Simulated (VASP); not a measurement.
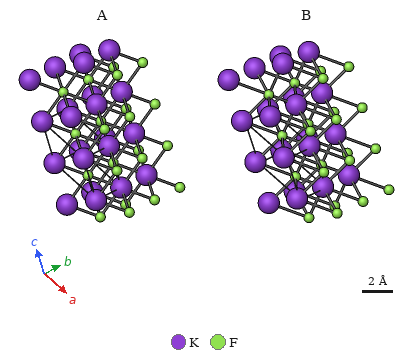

Two geometries of crystalline KF (a generated structure, set up in I4mm), drawn at one scale. One is the start of a relaxation, the other its converged end. Style: ball-and-stick. Shown: the cell of the calculation, repeated 1 × 2 × 2 with one cell outlined, slightly off an axis.

Theory: Kohn-Sham DFT of a periodic cell, PBE, VASP PAW PBE potentials, recommended in VASP 6.6.1. Settings: plane-wave cutoff 600 eV; k-point mesh 6 × 6 × 6; occupations gaussian; smearing width 0.1 eV; no spin polarisation.

Which one is relaxed?

Structure A is the relaxed one. The run lets cell and atoms move. The largest moves relative to the cell, 0.25 Å, are those of K and F atoms. By element the largest moves are K 0.25 Å, F 0.25 Å. The volume changes by +4.0 %, with a = b = c 3.800 → 3.824 Å (+0.6 %), α 121.1° → 119.8°, β 121.1° → 119.8°, γ 88.1° → 90.3°. Near-neighbour distances that change, for instance: F–K 3.242 → 2.697 Å, F–K 2.220 → 2.695 Å, F–K 2.691 → 2.712 Å. Among the angles between lasting bonds that change: F–K–F 158.1° → 180.0°, K–F–K 158.1° → 180.0°, K–F–K 100.9° → 90.0°. The space group (tolerance 0.01 Å) goes from I4mm (No. 107) to I4/mmm (No. 139). The energy falls by 0.273 eV per cell of the calculation in 17 geometry steps. Largest force component: 1.5 eV/Å at the start, 0.0012 eV/Å at the end. Pressure: 5.51 GPa at the start and 0.13 GPa at the end.
